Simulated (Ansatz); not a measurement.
**TaN: 5 runs along one coordinate**

System: TaN (4 atoms in the cell).
Method: DFT PBE, scalar-relativistic, plane waves, PAW, PAW set soft_1, no spin polarisation (Ansatz 0.2.0).

The 5 runs differ only in the geometry, by a strain of the cell at fixed fractional positions. Against run 3, the strain is εxx = −η and εyy = η. The structure derives from an entry of the Crystallography Open Database.

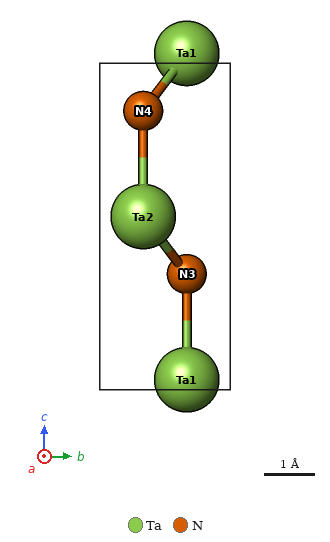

Figure 1. The structure of run 3 (ball-and-stick view of the cell of the calculation, along the a axis; atoms are numbered from 1 in the order of the input). An atom can appear more than once, as a periodic image.

## Input of run 3
```yaml
crystal:
  lattice:
    - [3.033748947, 0.0, 0.0]
    - [-1.5168744735, 2.6273036568, 0.0]
    - [0.0, 0.0, 6.5603309571]
  atoms:
    - { symbol: Ta, position: [0.3333333333, 0.6666666667, 0.0304880884] }
    - { symbol: Ta, position: [0.6666666667, 0.3333333333, 0.5304880884] }
    - { symbol: "N", position: [0.3333333333, 0.6666666667, 0.3545119116] }
    - { symbol: "N", position: [0.6666666667, 0.3333333333, 0.8545119116] }
basis:
  ecutwfc: 520.0
kpoints:
  mp_grid: { grid: [15, 15, 8] }
hamiltonian:
  xc: pbe
  pseudopotentials: { kind: paw, azcp: { folder: soft_1 } }
scf:
  occupations: { method: gaussian, width: 0.15 }
output:
  forces: true
  stress: true
  eigenvalues: true
```

Command:
```bash
ansatz run input.yaml --threads 2 --pin off --max-ram 4096MiB --backend cpu --events-out ev --progress --plain --runs-dir out
```

Run 4 differs from it as follows:
```diff
-    - [3.033748947, 0.0, 0.0]
-    - [-1.5168744735, 2.6273036568, 0.0]
+    - [2.7973529251, 0.0, 0.0]
+    - [-1.3986764626, 2.832028617, 0.0]
```

## Results, with one run withheld

| run | strain parameter η (%) | free energy per atom, from the lowest run given (meV) | pressure (GPa) |
| --- | --- | --- | --- |
| 1 | −15.5844 | 539.93 | 14.54 |
| 2 | −7.7922 | 146.79 | 1.94 |
| 3 | 0.0000 | 0.00 | −2.30 |
| 4 | 7.7922 | ? | ? |
| 5 | 15.5844 | 624.83 | 16.32 |

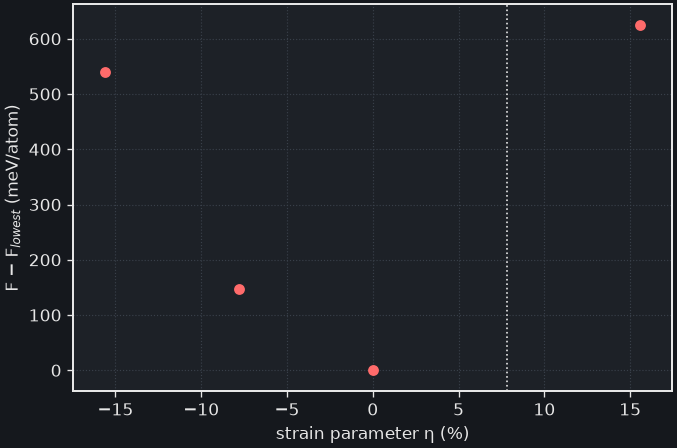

Figure 2. Free energy per atom of the runs given; the dotted line marks run 4.

Fit the runs given and predict run 4.

A quadratic polynomial in the coordinate, fitted to the 4 runs given, misses them by at most 13.04 meV per atom. With x = η + 1.9480, it reads F = 13.857 − 6.6967 x + 2.3643 x² (meV per atom). At run 4 it gives 172.93 meV per atom, and the run itself gives 151.53. The fit has its minimum at η = −0.5318 %. The fit misses that run by 21.40 meV per atom.

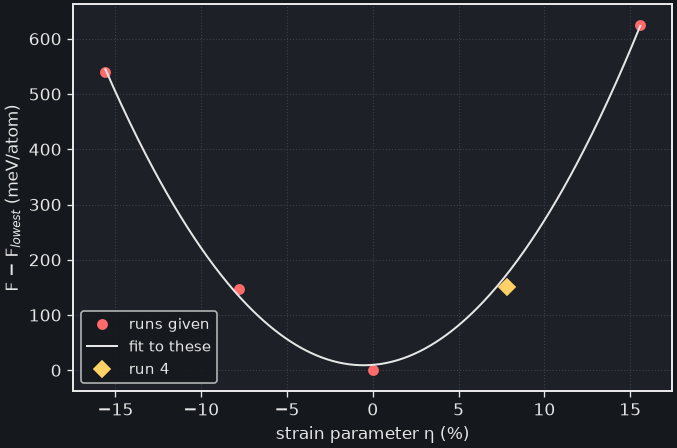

Figure 3. The fit and the withheld run.

## Output, shortened to warnings, some set-up lines, iterations and results (run 4)
```
Basis set: ecut = 520 eV, 1387 PW (Γ), exchange–correlation on 48×48×100 points (8 copies of the dense FFT grid, shifted against one another)
Symmetry: 4 space group operations
k-points: 320 of 1800 (time reversal used)
Initial density: superposition of atomic densities (chi_scale 0.1, normalization cell, long waves kept (reshape's long-wave potential 0.00 eV rms))
[...]
SCF iter   1: F=—  HF=-20636.891436 eV  |F-HF|=—  |Δ(HF+E_count)|=         —  Δρ=6.19e-2  dr2=2.03e0  ethr=3.10e-3  ⟨swp⟩=4.7  Hψ=26558  notcnv=0
SCF iter   2: F=—  HF=-20636.532840 eV  |F-HF|=—  |Δ(HF+E_count)|=   3.59e-1  Δρ=3.30e-2  dr2=4.20e-1  ethr=3.10e-3  ⟨swp⟩=2.1  Hψ=12746  notcnv=0
SCF iter   3: F=—  HF=-20636.465907 eV  |F-HF|=—  |Δ(HF+E_count)|=   6.69e-2  Δρ=1.45e-2  dr2=1.16e-1  ethr=1.17e-3  ⟨swp⟩=1.1  Hψ=7077  notcnv=0
SCF iter   4: F=—  HF=-20636.442369 eV  |F-HF|=—  |Δ(HF+E_count)|=   2.35e-2  Δρ=2.88e-3  dr2=4.61e-3  ethr=3.22e-4  ⟨swp⟩=2.0  Hψ=9581  notcnv=0
SCF iter   5: F=—  HF=-20636.442263 eV  |F-HF|=—  |Δ(HF+E_count)|=   1.07e-4  Δρ=5.99e-4  dr2=1.83e-4  ethr=1.28e-5  ⟨swp⟩=2.6  Hψ=10200  notcnv=0
SCF iter   6: F=—  HF=-20636.442298 eV  |F-HF|=—  |Δ(HF+E_count)|=   3.56e-5  Δρ=1.47e-4  dr2=1.24e-5  ethr=5.08e-7  ⟨swp⟩=2.0  Hψ=10087  notcnv=0
SCF iter   7: F=—  HF=-20636.442314 eV  |F-HF|=—  |Δ(HF+E_count)|=   1.59e-5  Δρ=2.29e-5  dr2=2.43e-7  ethr=3.43e-8  ⟨swp⟩=2.0  Hψ=9611  notcnv=0
SCF iter   8: F=-20636.442314 eV  HF=-20636.442314 eV  |F-HF|=2.70e-9  |Δ(HF+E_count)|=   9.60e-8  Δρ=5.62e-6  dr2=1.83e-8  ethr=2.78e-10  ⟨swp⟩=5.2  Hψ=30095  notcnv=0
SCF 1 converged in 8 iterations: F = -20636.442314 eV  dr2 = 1.83e-8
SCF converged after 8 iterations
Free energy (F): -20636.442314 eV
Harris-Foulkes:  -20636.442314 eV  (|F-HF|=2.70e-9)
Internal energy: -20636.431535 eV  (E = F + TS)
E sigma→0 (E₀):  -20636.436924 eV
Entropy (-TS):   -0.010779 eV (-2.695 meV/atom)
Fermi energy:    15.921386 eV
--- Per-component energies (eV) ---
  E_band       = -242.063006
  E_kinetic    = 1041.141064
  E_local      = -1624.518019  (includes V_loc(G=0)·N_el)
  E_nonlocal   = 49.357848
  E_hartree    = 577.361993
  E_xc         = -760.228484
  E_vxc        = -616.432231  (∫ρ·V_xc dr)
  E_paw        = -16865.241040  (= ΣΔE_a)
  E_vpaw       = -246.336409  (= ΣTr[D̂ρ^β])
  E_aug_tail   = 0.000026  (compensation charges beyond the density's cutoff)
  E_ewald      = -3054.304923
  E_smearing   = -0.010779  (= −TS)
  E_closure    = -0.000000  (closes the sum)
  Σ components = -20636.442314   (vs F -20636.442314, Δ=0.00e0)
--- Forces (eV/Å), atoms counted from 1 ---
  atom   1  Ta    -0.00000000     0.81035559     1.50864182
  atom   2  Ta     0.00000000    -0.81035559     1.50864182
  atom   3  N     -0.00000000     0.84717080    -1.50864594
  atom   4  N      0.00000000    -0.84717080    -1.50864594
  max |Σ_I F_I| component: 8.24e-6 eV/Å
--- Stress (GPa, compression-positive) ---
       39.282092       0.000000       0.000000
        0.000000      -6.066797       0.000000
        0.000000       0.000000     -26.573582
  P = ⅓ Tr σ = 2.2139 GPa (22.139 kbar)
```

Notes: Spin–orbit coupling is left out, which matters for Ta.
